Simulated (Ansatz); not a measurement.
System: Sn₈O₇ (cell with a defect).

```yaml
crystal:
  lattice:
    - [3.83656, 3.83656, -4.75945]
    - [-3.83656, 3.83656, 4.75945]
    - [3.83656, -3.83656, 4.75945]
  atoms:
    - { symbol: Sn, position: [0.24629, 0.12502, 0.37131] }
    - { symbol: Sn, position: [0.25380, 0.62027, 0.87407] }
    - { symbol: Sn, position: [0.74620, 0.62027, 0.36647] }
    - { symbol: Sn, position: [0.75371, 0.12502, 0.87874] }
    - { symbol: Sn, position: [0.25380, 0.63353, 0.37973] }
    - { symbol: Sn, position: [0.24629, 0.12126, 0.87498] }
    - { symbol: Sn, position: [0.74620, 0.12593, 0.37973] }
    - { symbol: Sn, position: [0.75371, 0.62869, 0.87498] }
    - { symbol: O, position: [0.00000, 0.50000, 0.50000] }
    - { symbol: O, position: [0.50000, 0.49381, 0.99381] }
    - { symbol: O, position: [0.50000, 0.00619, 0.50619] }
    - { symbol: O, position: [0.49500, 0.24750, 0.24750] }
    - { symbol: O, position: [0.50500, 0.75250, 0.75250] }
    - { symbol: O, position: [0.00000, 0.75250, 0.24750] }
    - { symbol: O, position: [0.00000, 0.24750, 0.75250] }
```

The calculation used DFT PBE+D3(BJ), scalar-relativistic, plane waves, PAW (Ansatz).

> Predict the valence pseudo-density and electron localisation function between the atoms.

Sn–O (2.26 Å): ρ at the midpoint is about 0.44 e/Å³; the ELF peaks at about 0.85 in the valence shell of O, 0.6 Å from its nucleus, and is about 0.20 at the midpoint; no localised pair shows between them.

> Does the calculation give a band gap?

It is gapless in this calculation (a metal or semimetal).

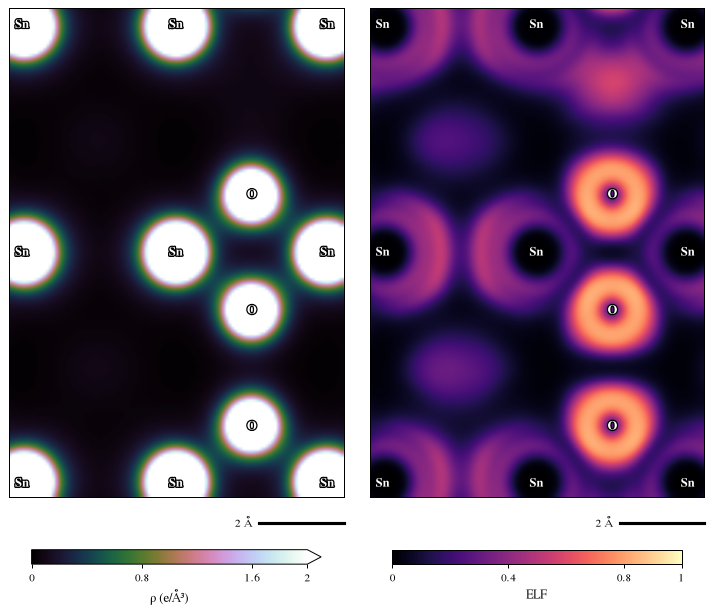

Computed valence pseudo-density and electron localisation function on the (011) plane of the calculation cell, in this order. 

The density is the valence pseudo-density of a PAW calculation; it isn't the true density close to the nuclei.
